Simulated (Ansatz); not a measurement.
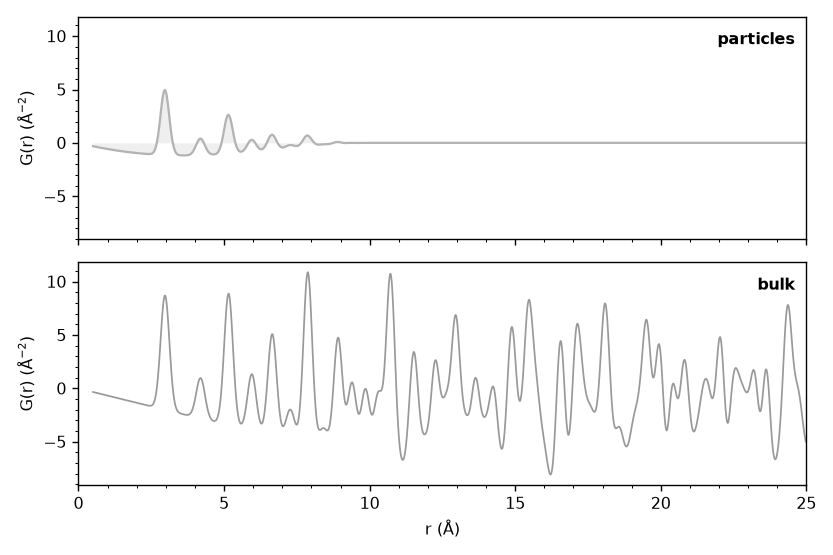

Computed X-ray G(r), with each pair weighted by the product of the atomic numbers (X-ray weights at Q = 0) and a uniform peak width σ = 0.15 Å, for spherical particles of Ta with the bulk structure: the bulk G(r) is multiplied by the envelope of a sphere of diameter D, 1 − 3r/2D + r³/2D³, with no surface relaxation. The number density is 0.0537 atoms per Å³. Basis of the simulation: the input geometry of an electronic-structure calculation (not necessarily at equilibrium); the starting structure was generated, so it need not be a known form of this composition.

Question: Estimate the particle diameter.

Answer: About 10 Å (1.0 nm): the signal is half of the bulk amplitude at r ≈ 3.5 Å and vanishes at r = D, fading from view somewhat earlier.

Question: Roughly how many atoms does one particle hold?

Answer: About 28 (number density 0.0537 Å⁻³ times πD³/6).
